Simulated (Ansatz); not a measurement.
Cell and atoms:

```
B N
1.0
     2.43809    0.00000    0.00000
    -1.21905    2.11145    0.00000
     0.00000    0.00000    4.03513
B N
2 2
Direct
  0.66667 0.33333 0.99972
  0.33333 0.66667 0.49972
  0.66667 0.33333 0.62528
  0.33333 0.66667 0.12528
```

Interpret the file: composition, symmetry and coordination.

Composition: BN. Its lattice is primitive hexagonal, its space group P6_3mc (No. 186). The structure is of the kind named wurtzite. One cell contains 2 B, 2 N, 4 atoms in all. B is linked to four N in a tetrahedral arrangement at 1.50 to 1.51 Å. Each N has four B in a tetrahedral arrangement at 1.50 to 1.51 Å. The bonds build a three-dimensional framework.

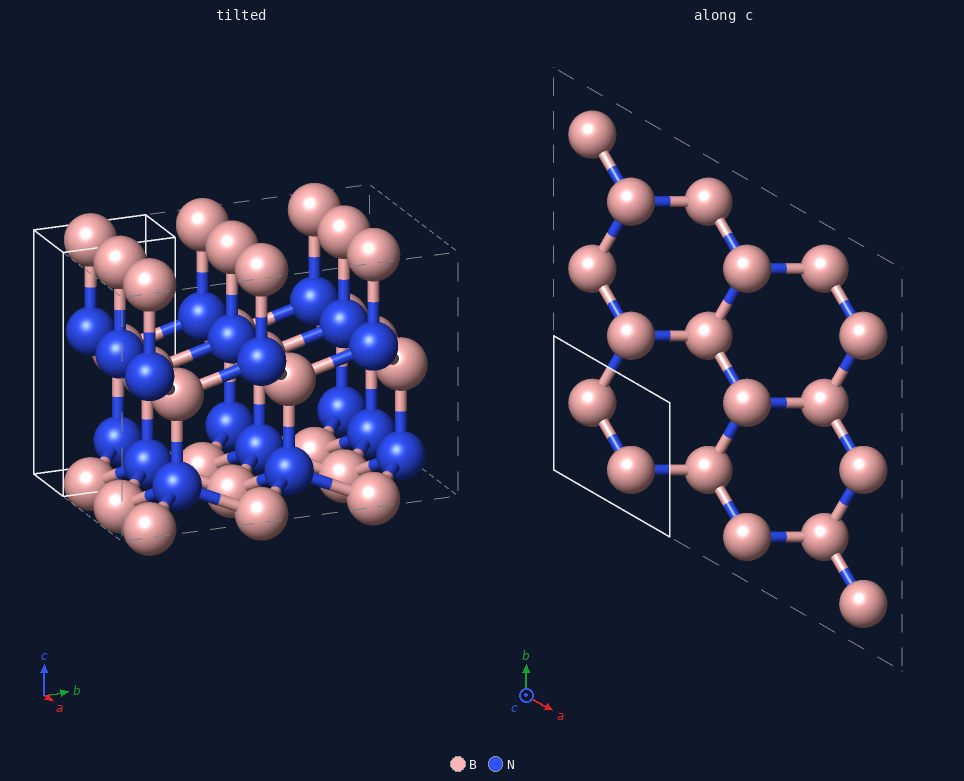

The figure gives a ball-and-stick picture of the atoms, viewed slightly off an axis and along the c axis. The picture spans 3×3×1 cells, one conventional unit cell being drawn with solid lines. Colours: boron pink, nitrogen blue.

Starting structure: a structure listed in the Materials Project. Earlier steps of the study may have refined or changed the cell and positions. It was set up as input for a calculation with Ansatz.
